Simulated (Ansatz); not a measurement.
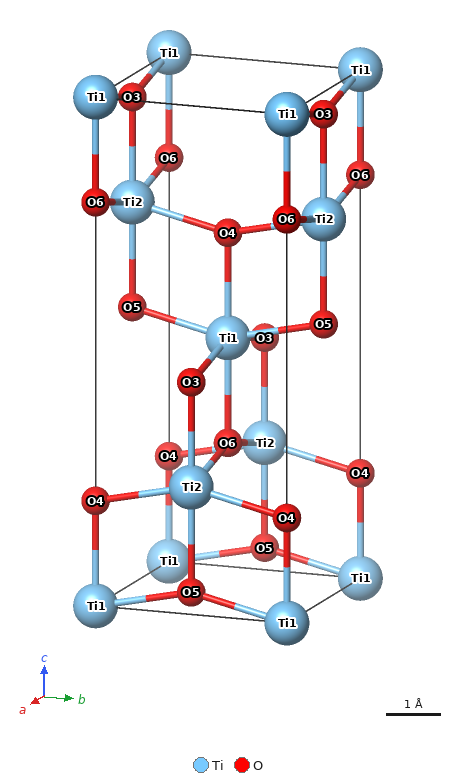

**Figure 1.** The starting structure (ball-and-stick view of the cell 2 times as large as that of the calculation, set on its symmetry axes, seen slightly off an axis; atoms are numbered from 1 in the order of the input). An atom can appear more than once, as a periodic image.

## Geometry relaxation of TiO$_{2}$ (part 1 of 2)

- system: TiO$_{2}$ (I4₁/amd, 6 atoms in the cell)
- method: DFT, PBEsol, plane waves, PAW, no spin polarisation (Ansatz 0.2.0)

The structure derives from a Materials Project entry. The geometry comes from this level: PBE. Figures and captions count atoms from 1; the log counts them from 0 in places.

**Output**
```
Engine: ansatz 0.2.0, aarch64-unknown-linux-gnu
Pseudopotentials: kind: paw
Pseudopotential: Ti, paw, valence charge 12, recommended cutoff 420 eV (normal), Ti.paw.azcp
Pseudopotential: O, paw, valence charge 6, recommended cutoff 420 eV (normal), O.paw.azcp
Functional definition: PBEsol
  exchange = pbesol_x
  correlation = pbesol_c
Crystal: 6 atoms, lattice volume = 69.988 Å³
Basis set: ecut = 420 eV, 1365 PW (Γ), exchange–correlation on 80×80×80 points (8 copies of the dense FFT grid, shifted against one another)
Bands: 30, of which v1, the nominal top of the filled ones, is band 24 counted from 1 (23 counted from 0)
Symmetry: 16 space group operations
Space group: I41/amd (ITA 141), of the structure as read, at distance tolerance 4.1e-5 Å
k-points: 59 of 512
Non-local potential: Ti, projectors of the file, l = 0: 3, l = 1: 2, l = 2: 3, l = 3: 1
Non-local potential: O, projectors of the file, l = 0: 2, l = 1: 2, l = 2: 1
PAW form: soft (Blöchl's): semilocal exchange-correlation on the pseudo side does not see the compensation charge
PAW frozen core: Ti, regenerated for the run's functional, and the local potential with it (the file was generated under x = pbe(κ = 0.804, μ = 0.2195149727645171), c = pbe(β = 0.06672455060314922))
PAW frozen core: O, regenerated for the run's functional, and the local potential with it (the file was generated under x = pbe(κ = 0.804, μ = 0.2195149727645171), c = pbe(β = 0.06672455060314922))
PAW one-centre angular grid: Ti, 590 points (default); XC on 64 Gauss nodes
PAW one-centre angular grid: O, 110 points (default); XC on 64 Gauss nodes
Initial density: superposition of atomic densities (neutral atoms: chi_scale 0, normalization atom), corrected by the library's trained network
Initial wavefunctions: pseudopotential atomic-orbital guess
Functional: x = pbesol(κ = 0.804, μ = 0.12345679012345678), c = pbesol(β = 0.046)
SCF iter   1: F=—  HF=-7199.728022 eV  |F-HF|=—  |Δ(HF+E_count)|=         —  Δρ=1.65e-2  dr2=1.51e-1  ethr=1.77e-3  ⟨swp⟩=5.4  Hψ=7360  notcnv=0
preconditioner: auto → Resta (q_TF=auto, 2.562 Å⁻¹)  ε∞=8.1  [insulator: Δε(μ)=1.955 eV  Ē_g=9.396 eV  σ=0.020 eV  W_gap=1.00  n_scr=22 (ndim 8)  ℏωp=25.1 eV  f_vac=0.107  D(μ)=0.00/eV (n_scr^D=0)  ε∞_Penn≈8.1]
SCF iter   2: F=—  HF=-7199.701261 eV  |F-HF|=—  |Δ(HF+E_count)|=   2.68e-2  Δρ=7.41e-3  dr2=3.50e-2  ethr=3.15e-4  ⟨swp⟩=2.0  Hψ=3203  notcnv=0  defer=100
SCF iter   3: F=—  HF=-7199.695140 eV  |F-HF|=—  |Δ(HF+E_count)|=   6.12e-3  Δρ=2.43e-3  dr2=3.15e-3  ethr=7.30e-5  ⟨swp⟩=2.0  Hψ=2629  notcnv=0  defer=100
SCF iter   4: F=—  HF=-7199.694787 eV  |F-HF|=—  |Δ(HF+E_count)|=   3.53e-4  Δρ=6.40e-4  dr2=2.57e-4  ethr=6.55e-6  ⟨swp⟩=2.9  Hψ=3294  notcnv=0  defer=100
SCF iter   5: F=—  HF=-7199.694899 eV  |F-HF|=—  |Δ(HF+E_count)|=   1.12e-4  Δρ=1.18e-4  dr2=1.53e-5  ethr=5.35e-7  ⟨swp⟩=2.0  Hψ=2252  notcnv=0  defer=100
SCF iter   6: F=—  HF=-7199.694879 eV  |F-HF|=—  |Δ(HF+E_count)|=   1.97e-5  Δρ=4.89e-5  dr2=1.41e-6  ethr=3.18e-8  ⟨swp⟩=2.4  Hψ=2811  notcnv=0  defer=100
SCF iter   7: F=-7199.694880 eV  HF=-7199.694880 eV  |F-HF|=3.54e-8  |Δ(HF+E_count)|=   8.07e-7  Δρ=8.87e-6  dr2=7.75e-8  ethr=2.08e-10  ⟨swp⟩=6.7  Hψ=11764  notcnv=0
SCF 1 converged in 7 iterations: F = -7199.694880 eV  dr2 = 7.75e-8
  greatest PAW one-centre occupation: 0.999 electrons in one spin orbital (limit 2), on the Ti atom at site 1 (counted from 0), in its partial waves of l = 0
relax step   1: F+E_penalty+E_count = -7199.69488029 eV  Δ(F+E_penalty+E_count) = +0.000e0 eV  max|allowed force component| = 1.043e-1 eV/Å  Δτ_max = 0.0000 Å  P = -5.937 GPa  Ω = 69.988 Å³  (7 SCF iters, dr2 threshold 1.00e-7 eV, accepted)
Crystal: 6 atoms, lattice volume = 68.555 Å³
Basis set: ecut = 420 eV, 1333 PW (Γ), exchange–correlation on 80×80×80 points (8 copies of the dense FFT grid, shifted against one another)
Initial density: handed on by an earlier stage of this run
Initial wavefunctions: those handed on with the density
iter 1 solved again at ethr=1.30e-5 eV; its pass at ethr=3.10e-3 eV (dr2=6.26e-3 eV) is discarded
SCF iter   1: F=—  HF=-7199.736793 eV  |F-HF|=—  |Δ(HF+E_count)|=         —  Δρ=3.38e-3  dr2=6.88e-3  ethr=1.30e-5  ⟨swp⟩=1.8  Hψ=10130  notcnv=0
preconditioner: auto → none  [insulator: Δε(μ)=2.167 eV  Ē_g=9.630 eV  σ=0.020 eV  W_gap=1.00  n_scr=14 (ndim 8)  ℏωp=25.4 eV  f_vac=0.093  D(μ)=0.00/eV (n_scr^D=0)  ε∞_Penn≈7.9]
SCF iter   2: F=—  HF=-7199.736358 eV  |F-HF|=—  |Δ(HF+E_count)|=   4.35e-4  Δρ=3.26e-3  dr2=7.08e-3  ethr=1.30e-5  ⟨swp⟩=2.0  Hψ=3068  notcnv=0
SCF iter   3: F=—  HF=-7199.735206 eV  |F-HF|=—  |Δ(HF+E_count)|=   1.15e-3  Δρ=9.70e-4  dr2=6.54e-4  ethr=1.30e-5  ⟨swp⟩=2.0  Hψ=2866  notcnv=0
SCF iter   4: F=—  HF=-7199.735140 eV  |F-HF|=—  |Δ(HF+E_count)|=   6.59e-5  Δρ=2.65e-4  dr2=4.16e-5  ethr=1.36e-6  ⟨swp⟩=2.0  Hψ=2296  notcnv=0
SCF iter   5: F=—  HF=-7199.735126 eV  |F-HF|=—  |Δ(HF+E_count)|=   1.44e-5  Δρ=5.72e-5  dr2=1.24e-6  ethr=8.67e-8  ⟨swp⟩=2.0  Hψ=2694  notcnv=0
SCF iter   6: F=-7199.735127 eV  HF=-7199.735127 eV  |F-HF|=7.75e-9  |Δ(HF+E_count)|=   7.69e-7  Δρ=6.59e-6  dr2=2.73e-8  ethr=1.25e-9  ⟨swp⟩=8.9  Hψ=11098  notcnv=0
SCF 2 converged in 6 iterations: F = -7199.735127 eV  dr2 = 2.73e-8
relax step   2: F+E_penalty+E_count = -7199.73512680 eV  Δ(F+E_penalty+E_count) = -4.025e-2 eV  max|allowed force component| = 2.167e-2 eV/Å  Δτ_max = 0.0040 Å  P = -1.734 GPa  Ω = 68.555 Å³  energy of the carried Pulay correction = +6.459e-3 eV  (6 SCF iters, dr2 threshold 6.00e-7 eV, accepted)
Crystal: 6 atoms, lattice volume = 67.958 Å³
Basis set: ecut = 420 eV, 1315 PW (Γ), exchange–correlation on 80×80×80 points (8 copies of the dense FFT grid, shifted against one another)
iter 1 solved again at ethr=2.99e-6 eV; its pass at ethr=3.10e-3 eV (dr2=1.43e-3 eV) is discarded
SCF iter   1: F=—  HF=-7199.741226 eV  |F-HF|=—  |Δ(HF+E_count)|=         —  Δρ=1.41e-3  dr2=1.17e-3  ethr=2.99e-6  ⟨swp⟩=2.1  Hψ=9953  notcnv=0
preconditioner: auto → none  [insulator: Δε(μ)=2.166 eV  Ē_g=9.676 eV  σ=0.020 eV  W_gap=1.00  n_scr=14 (ndim 8)  ℏωp=25.5 eV  f_vac=0.094  D(μ)=0.00/eV (n_scr^D=0)  ε∞_Penn≈7.9]
SCF iter   2: F=—  HF=-7199.741154 eV  |F-HF|=—  |Δ(HF+E_count)|=   7.26e-5  Δρ=1.32e-3  dr2=1.15e-3  ethr=2.44e-6  ⟨swp⟩=2.0  Hψ=3068  notcnv=0
SCF iter   3: F=—  HF=-7199.740968 eV  |F-HF|=—  |Δ(HF+E_count)|=   1.86e-4  Δρ=4.12e-4  dr2=1.16e-4  ethr=2.39e-6  ⟨swp⟩=2.0  Hψ=2834  notcnv=0
SCF iter   4: F=—  HF=-7199.740925 eV  |F-HF|=—  |Δ(HF+E_count)|=   4.27e-5  Δρ=1.15e-4  dr2=7.53e-6  ethr=2.41e-7  ⟨swp⟩=2.0  Hψ=2304  notcnv=0
SCF iter   5: F=-7199.740928 eV  HF=-7199.740928 eV  |F-HF|=9.87e-8  |Δ(HF+E_count)|=   3.24e-6  Δρ=2.18e-5  dr2=1.73e-7  ethr=1.25e-9  ⟨swp⟩=7.0  Hψ=12044  notcnv=0
SCF 3 converged in 5 iterations: F = -7199.740928 eV  dr2 = 1.73e-7
relax step   3: F+E_penalty+E_count = -7199.74092827 eV  Δ(F+E_penalty+E_count) = -5.801e-3 eV  max|allowed force component| = 7.296e-3 eV/Å  Δτ_max = 0.0028 Å  P = +0.094 GPa  Ω = 67.958 Å³  energy of the carried Pulay correction = +9.192e-3 eV  (5 SCF iters, dr2 threshold 6.00e-7 eV, accepted)
Crystal: 6 atoms, lattice volume = 67.971 Å³
iter 1 solved again at ethr=9.78e-9 eV; its pass at ethr=3.10e-3 eV (dr2=4.69e-6 eV) is discarded
SCF iter   1: F=—  HF=-7199.740929 eV  |F-HF|=—  |Δ(HF+E_count)|=         —  Δρ=1.04e-4  dr2=4.11e-6  ethr=9.78e-9  ⟨swp⟩=2.1  Hψ=9784  notcnv=0
preconditioner: auto → none  [insulator: Δε(μ)=2.155 eV  Ē_g=9.668 eV  σ=0.020 eV  W_gap=1.00  n_scr=14 (ndim 8)  ℏωp=25.5 eV  f_vac=0.097  D(μ)=0.00/eV (n_scr^D=0)  ε∞_Penn≈7.9]
SCF iter   2: F=—  HF=-7199.740898 eV  |F-HF|=—  |Δ(HF+E_count)|=   3.13e-5  Δρ=6.90e-5  dr2=2.98e-6  ethr=8.57e-9  ⟨swp⟩=2.0  Hψ=2714  notcnv=0
SCF iter   3: F=—  HF=-7199.740898 eV  |F-HF|=—  |Δ(HF+E_count)|=   3.44e-7  Δρ=4.12e-5  dr2=8.39e-7  ethr=6.22e-9  ⟨swp⟩=2.0  Hψ=2593  notcnv=0
SCF iter   4: F=—  HF=-7199.740897 eV  |F-HF|=—  |Δ(HF+E_count)|=   8.40e-8  Δρ=1.79e-5  dr2=1.27e-7  ethr=1.75e-9  ⟨swp⟩=2.0  Hψ=2079  notcnv=0
SCF iter   5: F=-7199.740897 eV  HF=-7199.740897 eV  |F-HF|=1.33e-9  |Δ(HF+E_count)|=  2.20e-10  Δρ=3.81e-6  dr2=5.10e-9  ethr=8.41e-11  ⟨swp⟩=8.0  Hψ=10244  notcnv=0
SCF 4 converged in 5 iterations: F = -7199.740897 eV  dr2 = 5.10e-9
relax step   4: F+E_penalty+E_count = -7199.74089745 eV  Δ(F+E_penalty+E_count) = +3.082e-5 eV  max|allowed force component| = 2.708e-3 eV/Å  Δτ_max = 0.0006 Å  P = +0.018 GPa  Ω = 67.971 Å³  energy of the carried Pulay correction = +9.131e-3 eV  (5 SCF iters, dr2 threshold 4.04e-8 eV, accepted)
Initial wavefunctions: pseudopotential atomic-orbital guess (no wavefunctions were taken with the density)
iter 1 solved again at ethr=2.03e-8 eV; its pass at ethr=3.10e-3 eV (dr2=9.76e-6 eV) is discarded
SCF iter   1: F=—  HF=-7199.733278 eV  |F-HF|=—  |Δ(HF+E_count)|=         —  Δρ=2.45e-4  dr2=6.29e-6  ethr=2.03e-8  ⟨swp⟩=3.1  Hψ=12064  notcnv=0
SCF iter   2: F=—  HF=-7199.733256 eV  |F-HF|=—  |Δ(HF+E_count)|=   2.22e-5  Δρ=1.31e-4  dr2=5.71e-6  ethr=1.31e-8  ⟨swp⟩=2.0  Hψ=2714  notcnv=0
SCF iter   3: F=—  HF=-7199.733256 eV  |F-HF|=—  |Δ(HF+E_count)|=   6.43e-7  Δρ=1.05e-4  dr2=4.75e-6  ethr=1.19e-8  ⟨swp⟩=2.0  Hψ=2709  notcnv=0
SCF iter   4: F=—  HF=-7199.733256 eV  |F-HF|=—  |Δ(HF+E_count)|=   3.00e-7  Δρ=1.50e-5  dr2=3.54e-8  ethr=9.90e-9  ⟨swp⟩=2.0  Hψ=2417  notcnv=0
SCF iter   5: F=—  HF=-7199.733256 eV  |F-HF|=—  |Δ(HF+E_count)|=   5.25e-8  Δρ=2.97e-6  dr2=1.75e-9  ethr=7.38e-11  ⟨swp⟩=2.0  Hψ=2871  notcnv=0
SCF iter   6: F=—  HF=-7199.733256 eV  |F-HF|=—  |Δ(HF+E_count)|=   1.50e-9  Δρ=1.72e-6  dr2=1.26e-9  ethr=3.64e-12  ⟨swp⟩=2.4  Hψ=2890  notcnv=0
SCF iter   7: F=—  HF=-7199.733256 eV  |F-HF|=—  |Δ(HF+E_count)|=  2.07e-10  Δρ=6.65e-7  dr2=1.84e-10  ethr=2.62e-12  ⟨swp⟩=2.2  Hψ=2122  notcnv=0
SCF iter   8: F=-7199.733256 eV  HF=-7199.733256 eV  |F-HF|=9.09e-13  |Δ(HF+E_count)|=  3.73e-11  Δρ=9.89e-8  dr2=4.28e-12  ethr=1.00e-12  ⟨swp⟩=6.0  Hψ=7672  notcnv=0
SCF 5 converged in 8 iterations: F = -7199.733256 eV  dr2 = 4.28e-12
relax step   5: F+E_penalty+E_count = -7199.73325589 eV  Δ(F+E_penalty+E_count) = +7.642e-3 eV  max|allowed force component| = 2.243e-3 eV/Å  Δτ_max = 0.0000 Å  P = -0.199 GPa  Ω = 67.971 Å³  stress off target by 2.81e-1 GPa  SCF on the basis re-selected at this cell (its energy is not comparable with the rows above)  (8 SCF iters)
basis re-selected at this cell: Δ(F+E_penalty+E_count) = +7.642e-3 eV, ΔP = -0.218 GPa vs the last step (what re-selecting the basis moved, of the pressure what is left beyond the Pulay correction that the steps carried, after the strain that the cell walked since its last selection, with what the two solves' SCF thresholds leave and, on support functions, any second-order correction that the steps lacked; it is no measure of the basis error at this ecutwfc). This SCF's stress stands 2.81e-1 GPa from its target on what of the cell is left free (relax.cell.stress_tol is 5.00e-2 GPa) and its largest allowed force component is 2.24e-3 eV/Å (relax.f_tol is 5.00e-3 eV/Å): not within both, so this SCF does not close the relaxation
Crystal: 6 atoms, lattice volume = 67.894 Å³
iter 1 solved again at ethr=3.88e-8 eV; its pass at ethr=3.10e-3 eV (dr2=1.86e-5 eV) is discarded
SCF iter   1: F=—  HF=-7199.733718 eV  |F-HF|=—  |Δ(HF+E_count)|=         —  Δρ=1.71e-4  dr2=1.37e-5  ethr=3.88e-8  ⟨swp⟩=2.2  Hψ=9888  notcnv=0
preconditioner: auto → none  [insulator: Δε(μ)=2.154 eV  Ē_g=9.674 eV  σ=0.020 eV  W_gap=1.00  n_scr=14 (ndim 8)  ℏωp=25.5 eV  f_vac=0.097  D(μ)=0.00/eV (n_scr^D=0)  ε∞_Penn≈7.9]
SCF iter   2: F=—  HF=-7199.733690 eV  |F-HF|=—  |Δ(HF+E_count)|=   2.87e-5  Δρ=1.51e-4  dr2=1.35e-5  ethr=2.86e-8  ⟨swp⟩=2.0  Hψ=2714  notcnv=0
SCF iter   3: F=—  HF=-7199.733688 eV  |F-HF|=—  |Δ(HF+E_count)|=   1.60e-6  Δρ=7.38e-5  dr2=3.34e-6  ethr=2.82e-8  ⟨swp⟩=2.1  Hψ=2615  notcnv=0
SCF iter   4: F=—  HF=-7199.733688 eV  |F-HF|=—  |Δ(HF+E_count)|=   2.80e-7  Δρ=2.71e-5  dr2=3.80e-7  ethr=6.96e-9  ⟨swp⟩=2.0  Hψ=2106  notcnv=0
SCF iter   5: F=-7199.733688 eV  HF=-7199.733688 eV  |F-HF|=7.37e-10  |Δ(HF+E_count)|=   1.28e-8  Δρ=4.70e-6  dr2=9.73e-9  ethr=4.10e-10  ⟨swp⟩=8.0  Hψ=10458  notcnv=0
SCF 6 converged in 5 iterations: F = -7199.733688 eV  dr2 = 9.73e-9
relax step   6: F+E_penalty+E_count = -7199.73368769 eV  Δ(F+E_penalty+E_count) = -4.318e-4 eV  max|allowed force component| = 2.384e-3 eV/Å  Δτ_max = 0.0014 Å  P = -0.014 GPa  Ω = 67.894 Å³  energy of the carried Pulay correction = +3.496e-4 eV  (5 SCF iters, dr2 threshold 1.97e-7 eV, accepted)
Crystal: 6 atoms, lattice volume = 67.878 Å³
iter 1 solved again at ethr=7.45e-9 eV; its pass at ethr=3.10e-3 eV (dr2=3.58e-6 eV) is discarded
SCF iter   1: F=—  HF=-7199.733815 eV  |F-HF|=—  |Δ(HF+E_count)|=         —  Δρ=1.37e-4  dr2=5.32e-6  ethr=7.45e-9  ⟨swp⟩=3.0  Hψ=10717  notcnv=0
preconditioner: auto → none  [insulator: Δε(μ)=2.150 eV  Ē_g=9.673 eV  σ=0.020 eV  W_gap=1.00  n_scr=14 (ndim 8)  ℏωp=25.5 eV  f_vac=0.097  D(μ)=0.00/eV (n_scr^D=0)  ε∞_Penn≈7.9]
SCF iter   2: F=—  HF=-7199.733785 eV  |F-HF|=—  |Δ(HF+E_count)|=   3.01e-5  Δρ=5.50e-5  dr2=8.27e-7  ethr=7.45e-9  ⟨swp⟩=2.0  Hψ=2691  notcnv=0
SCF iter   3: F=—  HF=-7199.733785 eV  |F-HF|=—  |Δ(HF+E_count)|=   1.37e-7  Δρ=2.28e-5  dr2=3.41e-7  ethr=1.72e-9  ⟨swp⟩=2.0  Hψ=2654  notcnv=0
SCF iter   4: F=—  HF=-7199.733785 eV  |F-HF|=—  |Δ(HF+E_count)|=   3.49e-8  Δρ=1.40e-5  dr2=1.20e-7  ethr=7.11e-10  ⟨swp⟩=2.0  Hψ=2668  notcnv=0
SCF iter   5: F=-7199.733785 eV  HF=-7199.733785 eV  |F-HF|=1.37e-8  |Δ(HF+E_count)|=   1.39e-8  Δρ=5.28e-6  dr2=1.68e-8  ethr=6.43e-11  ⟨swp⟩=6.1  Hψ=10075  notcnv=0
SCF 7 converged in 5 iterations: F = -7199.733785 eV  dr2 = 1.68e-8
relax step   7: F+E_penalty+E_count = -7199.73378480 eV  Δ(F+E_penalty+E_count) = -9.711e-5 eV  max|allowed force component| = 1.705e-4 eV/Å  Δτ_max = 0.0009 Å  P = +0.002 GPa  Ω = 67.878 Å³  energy of the carried Pulay correction = +4.255e-4 eV  (5 SCF iters, dr2 threshold 3.09e-8 eV, accepted)
iter 1 solved again at ethr=9.08e-9 eV; its pass at ethr=3.10e-3 eV (dr2=4.36e-6 eV) is discarded
SCF iter   1: F=—  HF=-7199.733379 eV  |F-HF|=—  |Δ(HF+E_count)|=         —  Δρ=1.80e-5  dr2=5.15e-8  ethr=9.08e-9  ⟨swp⟩=4.0  Hψ=12829  notcnv=0
SCF iter   2: F=—  HF=-7199.733350 eV  |F-HF|=—  |Δ(HF+E_count)|=   2.90e-5  Δρ=1.20e-5  dr2=7.16e-8  ethr=1.07e-10  ⟨swp⟩=2.0  Hψ=3186  notcnv=0
SCF iter   3: F=—  HF=-7199.733350 eV  |F-HF|=—  |Δ(HF+E_count)|=   3.68e-9  Δρ=6.82e-6  dr2=1.23e-8  ethr=1.07e-10  ⟨swp⟩=2.0  Hψ=2700  notcnv=0
SCF iter   4: F=—  HF=-7199.733350 eV  |F-HF|=—  |Δ(HF+E_count)|=   4.29e-9  Δρ=2.13e-6  dr2=6.75e-10  ethr=2.57e-11  ⟨swp⟩=2.1  Hψ=2244  notcnv=0
SCF iter   5: F=-7199.733350 eV  HF=-7199.733350 eV  |F-HF|=4.00e-11  |Δ(HF+E_count)|=  8.04e-10  Δρ=3.65e-7  dr2=1.21e-11  ethr=1.00e-12  ⟨swp⟩=4.8  Hψ=8648  notcnv=0
SCF 8 converged in 5 iterations: F = -7199.733350 eV  dr2 = 1.21e-11
relax step   8: F+E_penalty+E_count = -7199.73335017 eV  Δ(F+E_penalty+E_count) = +4.346e-4 eV  max|allowed force component| = 1.872e-4 eV/Å  Δτ_max = 0.0000 Å  P = -0.005 GPa  Ω = 67.878 Å³  stress off target by 2.04e-2 GPa  SCF on the basis re-selected at this cell (its energy is not comparable with the rows above)  (5 SCF iters)
```

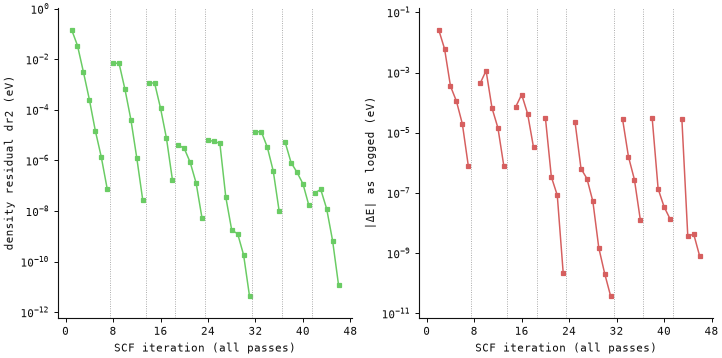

**Figure 2.** Convergence of the self-consistent field: density residual dr2 and size of the energy change against the SCF iteration. The dotted lines part the SCF passes of the relaxation: geometry steps, rejected trials and re-solves on a re-selected basis. The 8 passes take 5 to 8 iterations each, 46 in all.

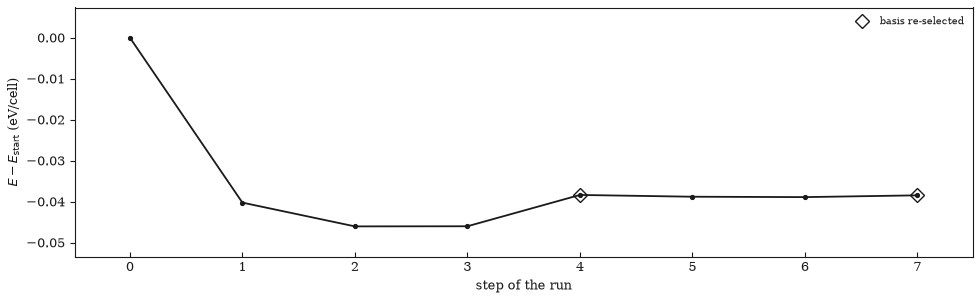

**Figure 3.** Progress of the relaxation, step by step (the first geometry is step 0 here and step 1 in the log).

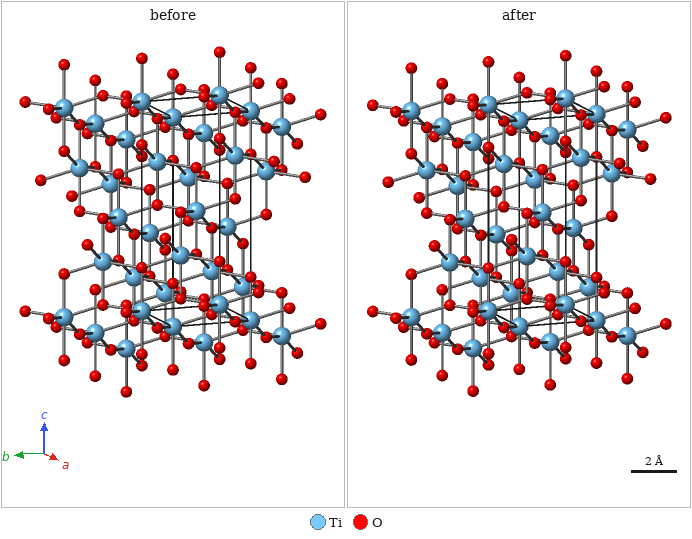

**Figure 4.** Before (left) and after (right) the relaxation, at one scale (ball-and-stick view of the cell 2 times as large as that of the calculation, set on its symmetry axes, repeated 2 × 2 × 1, with bonded neighbours outside it, seen at an oblique angle). The largest moves relative to the cell, 0.010 Å, are those of O3, O4, O5 and O6. Ti stays in place. The drawn cell changes as follows: a = b 3.799 → 3.769 Å (−0.8 %), c 9.698 → 9.555 Å (−1.5 %); the volume changes by −3.0 %. Among the contacts that change: Ti1–O4 2.002 → 1.982 Å, Ti1–O3 1.946 → 1.928 Å. The space group stays I4_1/amd (No. 141). The energy falls by 38.9 meV per cell of the calculation in 5 geometry steps. Largest force component: 0.1 eV/Å at the start, 0.00019 eV/Å at the end. Pressure: −5.94 GPa at the start and 0.00 GPa at the end. 1 further SCF at an unchanged geometry re-selected the plane-wave basis for the new cell. The energy change given includes the shifts at the re-selections in mid-walk, which come without any move. A last SCF at the same geometry on a re-selected plane-wave basis shifts the energy by +0.4 meV per cell of the calculation. (Atoms are counted from 1 in the order of the input.)
